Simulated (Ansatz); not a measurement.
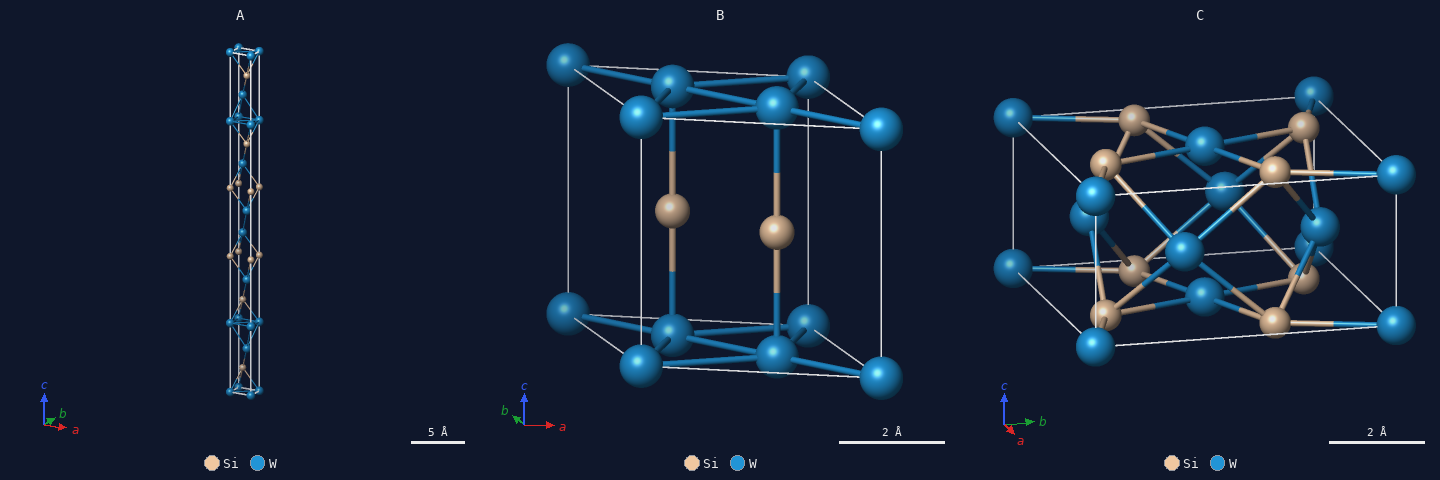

Three structures of Si2W3, each relaxed to rest (conventional cells in solid outline, small ones repeated, each panel with its own scale). Method: DFT PBE, scalar-relativistic, plane waves, PAW (Ansatz), without spin polarisation.

Name the structure in each panel.

Answer. A: 15 atoms a cell on a rhombohedral (trigonal R) lattice, R-3m; B: 5 atoms a cell on a primitive hexagonal lattice, P6/mmm; C: 10 atoms a cell on a primitive tetragonal lattice, P4/mbm.

Rank them by energy, lowest first.

Answer. C, then A (+212 meV/atom) and B (+1146 meV/atom), energies at zero smearing.

Collect the results in a table.

Answer.
| panel | structure | E − E(lowest) (meV/atom) | volume (Å³/atom) | gap (eV) |
| --- | --- | --- | --- | --- |
| C | P4/mbm | 0 | 14.6 | metal |
| A | R-3m | 212 | 15.1 | metal |
| B | P6/mmm | 1146 | 19.0 | metal |

Some of these may be structure types tried for this composition rather than known phases, and the most stable form need not be among them. Gaps are taken on the k-mesh or band path of each run.
